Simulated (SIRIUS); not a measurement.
System: MgSe, space group Fm-3m (No. 225).

Structure:
```
CELL_PARAMETERS angstrom
0.00000 2.72550 2.72550
2.72550 0.00000 2.72550
2.72550 2.72550 0.00000
ATOMIC_POSITIONS crystal
Se 0.50000 0.50000 0.50000
Mg 0.00000 0.00000 0.00000
```

Calculation (SIRIUS 7.10.0): plane-wave DFT, no spin polarisation; energies at scaled volumes of the given cell, shape and fractions fixed, counted from the fit's minimum, third-order Birch-Murnaghan fit. Level: PBEsol.

k mesh 8×8×8; occupations Fermi–Dirac; smearing width 0.05 eV; potentials dojo sr pbesol 0.4.1 standard; wave cutoff 1177 eV; density cutoff 4707 eV.

What does the calculation give for the energy and pressure against volume? The volume takes the values 19.03, 19.44, 19.84, 20.25, 20.65, 21.06, 21.46 Å³/atom.

A third-order Birch–Murnaghan fit gives V0 = 20.25 Å³/atom, B0 = 64.7 GPa and B′ = 4.2. The energy is 16.37 meV/atom at volume 19.03 Å³/atom and 13.32 meV/atom at 21.46 Å³/atom; the lowest computed point is at volume 20.25 Å³/atom (0.01 meV/atom), and no other minimum shows. The pressure falls from 4.54 GPa at volume 19.03 Å³/atom to −3.35 GPa at 21.46 Å³/atom, and changes sign near 20.24 Å³/atom.

| volume (Å³/atom) | energy (meV/atom) | pressure (GPa) |
| --- | --- | --- |
| 19.03 | 16.37 | 4.54 |
| 19.44 | 7.01 | 2.87 |
| 19.84 | 1.68 | 1.36 |
| 20.25 | 0.01 | −0.01 |
| 20.65 | 1.58 | −1.24 |
| 21.06 | 6.12 | −2.35 |
| 21.46 | 13.32 | −3.35 |

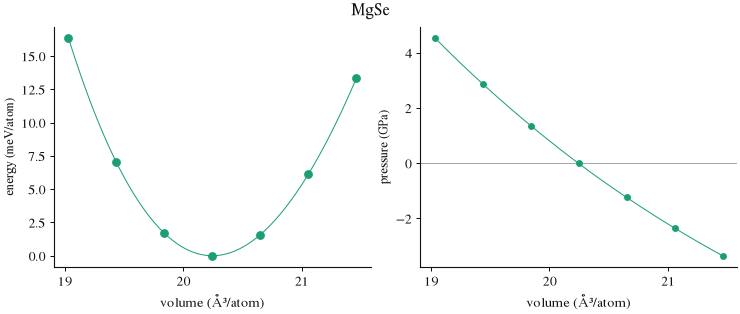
